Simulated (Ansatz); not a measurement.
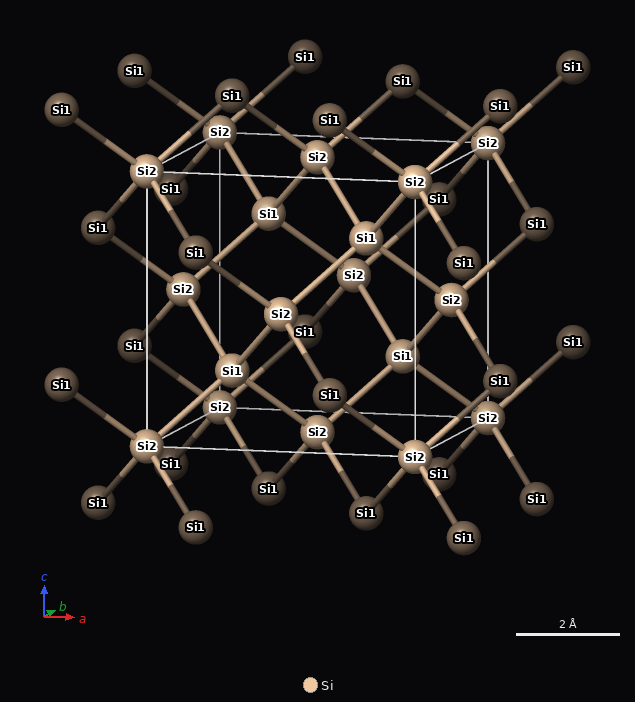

Figure 1. The input geometry of the first run (ball-and-stick view of the cell 4 times as large as that of the calculation, set on its symmetry axes, seen slightly off an axis; neighbours outside the cell are drawn fainter; atoms are numbered from 1 in the order of the input). Near neighbours in the crystal (not all of them lie inside the picture): Si has 4 Si at 2.35 Å.

**Si: a changed input and its effect**

System: Si (Fd-3m, 2 atoms in the cell).
Method of the first run: DFT PBEsol, scalar-relativistic, plane waves, PAW, no spin polarisation (Ansatz 0.2.0).

The structure derives from a Materials Project entry. Text and figures count atoms from 1; the logs count them from 0 in places.

### Input, the first run
```yaml
crystal:
  lattice:
    - [0.0, 2.7169170805, 2.7169170805]
    - [2.7169170805, 0.0, 2.7169170805]
    - [2.7169170805, 2.7169170805, 0.0]
  atoms:
    - { symbol: Si, position: [0.25, 0.25, 0.25] }
    - { symbol: Si, position: [0.0, 0.0, 0.0] }
basis:
  ecutwfc: 420
  xc_grid: 2
kpoints:
  mp_grid: { grid: [12, 12, 12] }
  band_path: { path: [VBM, CBM], npoints: 2 }
hamiltonian:
  xc: pbesol
scf:
  occupations: { method: gaussian, width: 0.02 }
output:
  forces: true
  stress: true
  eigenvalues: true
```

Command:
```bash
ansatz run input.yaml --threads 4 --pin off --max-ram 6144MiB --backend cpu --events-out ev --progress --plain --runs-dir out
```

Hardware: 4 threads of Arm Neoverse V2, 24 GiB of memory available, shared host.

### Output, shortened to warnings, some set-up lines, iterations and results (the first run)
```
Basis set: ecut = 420 eV, 749 PW (Γ), exchange–correlation on 54×54×54 points (8 copies of the dense FFT grid, shifted against one another)
Symmetry: 48 space group operations
k-points: 72 of 1728
Initial density: superposition of atomic densities (neutral atoms: chi_scale 0, normalization atom), corrected by the library's trained network
[...]
SCF iter   1: F=—  HF=-1242.985440 eV  |F-HF|=—  |Δ(HF+E_count)|=         —  Δρ=2.92e-3  dr2=3.84e-3  ethr=1.77e-3  ⟨swp⟩=6.2  Hψ=5222  notcnv=0
SCF iter   2: F=—  HF=-1242.984978 eV  |F-HF|=—  |Δ(HF+E_count)|=   4.62e-4  Δρ=1.11e-3  dr2=4.66e-4  ethr=4.80e-5  ⟨swp⟩=2.5  Hψ=1440  notcnv=0
SCF iter   3: F=—  HF=-1242.984957 eV  |F-HF|=—  |Δ(HF+E_count)|=   2.12e-5  Δρ=1.78e-4  dr2=7.68e-6  ethr=5.82e-6  ⟨swp⟩=2.0  Hψ=864  notcnv=0
SCF iter   4: F=—  HF=-1242.984967 eV  |F-HF|=—  |Δ(HF+E_count)|=   9.76e-6  Δρ=1.66e-5  dr2=8.09e-8  ethr=9.60e-8  ⟨swp⟩=2.0  Hψ=814  notcnv=0
SCF iter   5: F=-1242.984967 eV  HF=-1242.984967 eV  |F-HF|=7.51e-10  |Δ(HF+E_count)|=   1.08e-8  Δρ=4.36e-6  dr2=4.12e-9  ethr=1.01e-9  ⟨swp⟩=2.0  Hψ=801  notcnv=0
SCF iter   6: F=-1242.984967 eV  HF=-1242.984967 eV  |F-HF|=1.96e-11  |Δ(HF+E_count)|=   1.13e-9  Δρ=4.48e-7  dr2=5.45e-11  ethr=5.15e-11  ⟨swp⟩=1.5  Hψ=1767  notcnv=0
SCF 1 converged in 6 iterations: F = -1242.984967 eV  dr2 = 5.45e-11
NSCF: frozen V_eff on 16 k-points
NSCF: frozen V_eff on 16 k-points
NSCF: frozen V_eff on 16 k-points
NSCF: frozen V_eff on 13 k-points
NSCF: frozen V_eff on 3 k-points
NSCF: frozen V_eff on 13 k-points
NSCF: frozen V_eff on 11 k-points
NSCF: frozen V_eff on 7 k-points
NSCF: frozen V_eff on 10 k-points
NSCF: frozen V_eff on 9 k-points
NSCF: frozen V_eff on 2 k-points
NSCF: frozen V_eff on 11 k-points
NSCF: frozen V_eff on 4 k-points
NSCF: frozen V_eff on 6 k-points
NSCF: frozen V_eff on 4 k-points
NSCF: frozen V_eff on 6 k-points
NSCF: frozen V_eff on 4 k-points
NSCF: frozen V_eff on 4 k-points
NSCF: frozen V_eff on 2 k-points
NSCF: frozen V_eff on 3 k-points
SCF converged after 6 iterations
Free energy (F): -1242.984967 eV
Harris-Foulkes:  -1242.984967 eV  (|F-HF|=1.96e-11)
Internal energy: -1242.984967 eV  (E = F + TS)
E sigma→0 (E₀):  -1242.984967 eV
Fermi energy:    6.395389 eV
--- Per-component energies (eV) ---
  E_band       = 8.664287
  E_kinetic    = 80.517976
  E_local      = -54.707300  (includes V_loc(G=0)·N_el)
  E_nonlocal   = 52.106389
  E_hartree    = 14.650256
  E_xc         = -109.326684
  E_vxc        = -93.620007  (∫ρ·V_xc dr)
  E_paw        = -997.888739  (= ΣΔE_a)
  E_vpaw       = -4.933330  (= ΣTr[D̂ρ^β])
  E_aug_tail   = 0.000012  (compensation charges beyond the density's cutoff)
  E_ewald      = -228.399998
  E_core_change = 0.063121  (= ΣΔE_core)
  E_smearing   = -0.000000  (= −TS)
  E_closure    = 0.000000  (closes the sum)
  Σ components = -1242.984967   (vs F -1242.984967, Δ=0.00e0)
--- Forces (eV/Å), atoms counted from 1 ---
  atom   1  Si     0.00000000     0.00000000    -0.00000000
  atom   2  Si    -0.00000000     0.00000000    -0.00000000
  max |Σ_I F_I| component: 4.16e-17 eV/Å
--- Stress (GPa, compression-positive) ---
       -0.008926       0.000000      -0.000000
        0.000000      -0.008926       0.000000
       -0.000000      -0.000000      -0.008926
  P = ⅓ Tr σ = -0.0089 GPa (-0.089 kbar)
```

The input of the second run differs as follows (lines with − go, lines with + come):
```diff
-  xc_grid: 2
+  xc_grid: 4
-  mp_grid: { grid: [12, 12, 12] }
-  band_path: { path: [VBM, CBM], npoints: 2 }
+  mp_grid: { grid: [8, 8, 8] }
```

What does this change do to the results?

The free energy of the second run is 2.1 meV per atom higher, the joint effect of these numerical settings, which can't be told apart here. The gap on the mesh goes from 0.46 to 0.51 eV. The number of SCF iterations is the same. The irreducible k-points go from 72 to 29.

### Output, shortened to warnings, some set-up lines, iterations and results (the second run)
```
Basis set: ecut = 420 eV, 749 PW (Γ), exchange–correlation on 108×108×108 points (64 copies of the dense FFT grid, shifted against one another)
Symmetry: 48 space group operations
k-points: 29 of 512
Initial density: superposition of atomic densities (neutral atoms: chi_scale 0, normalization atom), corrected by the library's trained network
[...]
SCF iter   1: F=—  HF=-1242.981241 eV  |F-HF|=—  |Δ(HF+E_count)|=         —  Δρ=2.82e-3  dr2=3.55e-3  ethr=1.77e-3  ⟨swp⟩=6.3  Hψ=2099  notcnv=0
SCF iter   2: F=—  HF=-1242.980857 eV  |F-HF|=—  |Δ(HF+E_count)|=   3.84e-4  Δρ=1.07e-3  dr2=4.27e-4  ethr=4.44e-5  ⟨swp⟩=2.6  Hψ=587  notcnv=0
SCF iter   3: F=—  HF=-1242.980840 eV  |F-HF|=—  |Δ(HF+E_count)|=   1.79e-5  Δρ=1.76e-4  dr2=7.52e-6  ethr=5.34e-6  ⟨swp⟩=2.0  Hψ=348  notcnv=0
SCF iter   4: F=—  HF=-1242.980843 eV  |F-HF|=—  |Δ(HF+E_count)|=   2.95e-6  Δρ=1.68e-5  dr2=8.57e-8  ethr=9.40e-8  ⟨swp⟩=2.0  Hψ=329  notcnv=0
SCF iter   5: F=-1242.980843 eV  HF=-1242.980843 eV  |F-HF|=4.66e-10  |Δ(HF+E_count)|=   1.48e-8  Δρ=4.63e-6  dr2=4.77e-9  ethr=1.07e-9  ⟨swp⟩=1.9  Hψ=322  notcnv=0
SCF iter   6: F=-1242.980843 eV  HF=-1242.980843 eV  |F-HF|=1.86e-11  |Δ(HF+E_count)|=  8.77e-10  Δρ=4.65e-7  dr2=5.69e-11  ethr=5.96e-11  ⟨swp⟩=1.5  Hψ=715  notcnv=0
SCF 1 converged in 6 iterations: F = -1242.980843 eV  dr2 = 5.69e-11
SCF converged after 6 iterations
Free energy (F): -1242.980843 eV
Harris-Foulkes:  -1242.980843 eV  (|F-HF|=1.86e-11)
Internal energy: -1242.980843 eV  (E = F + TS)
E sigma→0 (E₀):  -1242.980843 eV
Fermi energy:    6.420052 eV
--- Per-component energies (eV) ---
  E_band       = 8.680301
  E_kinetic    = 80.539820
  E_local      = -54.725404  (includes V_loc(G=0)·N_el)
  E_nonlocal   = 52.099464
  E_hartree    = 14.663434
  E_xc         = -109.326814
  E_vxc        = -93.621443  (∫ρ·V_xc dr)
  E_paw        = -997.894477  (= ΣΔE_a)
  E_vpaw       = -4.939052  (= ΣTr[D̂ρ^β])
  E_aug_tail   = 0.000012  (compensation charges beyond the density's cutoff)
  E_ewald      = -228.399998
  E_core_change = 0.063121  (= ΣΔE_core)
  E_smearing   = -0.000000  (= −TS)
  E_closure    = 0.000000  (closes the sum)
  Σ components = -1242.980843   (vs F -1242.980843, Δ=0.00e0)
--- Forces (eV/Å), atoms counted from 1 ---
  atom   1  Si    -0.00000000     0.00000000    -0.00000000
  atom   2  Si    -0.00000000    -0.00000000    -0.00000000
  max |Σ_I F_I| component: 1.02e-16 eV/Å
--- Stress (GPa, compression-positive) ---
       -0.000961       0.000000       0.000000
        0.000000      -0.000961      -0.000000
       -0.000000      -0.000000      -0.000961
  P = ⅓ Tr σ = -0.0010 GPa (-0.010 kbar)
```

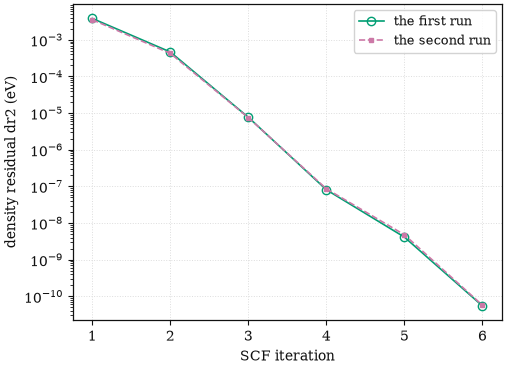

Figure 2. Convergence of the two runs: density residual dr2 against the SCF iteration. The first run takes 6 iterations in all, and the second run takes 6.

### The two runs side by side

```tsv
quantity	the first run	the second run
outcome	converged	converged
free energy per atom (eV)	−621.4925	−621.4904
gap on the mesh (eV)	0.46	0.51
pressure (GPa)	−0.01	0.00
largest force (eV/Å)	0.000	0.000
SCF iterations	6	6
irreducible k-points	72	29
plane waves at Γ	749	749
```
